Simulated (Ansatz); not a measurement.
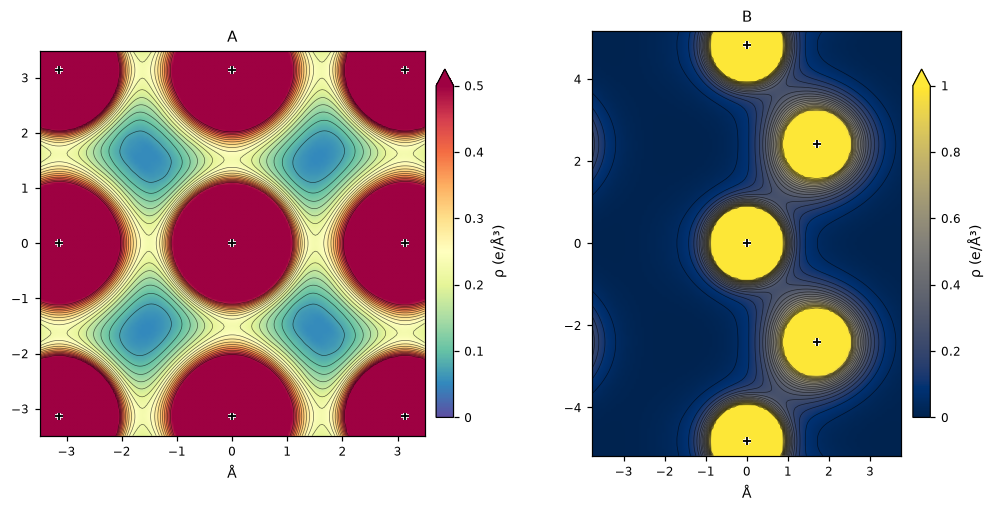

The valence electron density of 2 systems, each on a plane through atoms (crosses mark nuclei in the plane).

Theory: DFT, r2SCAN with spin-orbit coupling, plane waves, PAW (Ansatz).

System 1: TePb, the (001) plane of the conventional cell. Space group Fm-3m; started from the rocksalt prototype, which need not be the ambient phase; changed on purpose from its base cell (hydrostatic strain -4.0%); computed pressure about 6 GPa in this cell.

```
Pb Te
1.0
     6.27425    0.00000    0.00000
     0.00000    6.27425    0.00000
     0.00000    0.00000    6.27425
Pb Te
4 4
Direct
  0.00000 0.00000 0.00000
  0.50000 0.50000 0.00000
  0.50000 0.00000 0.50000
  0.00000 0.50000 0.50000
  0.50000 0.00000 0.00000
  0.00000 0.50000 0.00000
  0.00000 0.00000 0.50000
  0.50000 0.50000 0.50000
```

System 2: CdTe, the (101) plane of the conventional cell. Space group F-43m; started from the zincblende prototype, which need not be the ambient phase; changed on purpose from its base cell (hydrostatic strain +4.0%); computed pressure about −4 GPa in this cell.

**Match each panel to its system.**

Panel A is system 1, TePb: the plane holds Pb and Te. Te–Pb (3.14 Å): ρ is about 0.23 e/Å³ halfway. Panel B is system 2, CdTe: the plane holds Cd and Te. Cd–Te (2.95 Å): ρ is about 0.28 e/Å³ halfway.
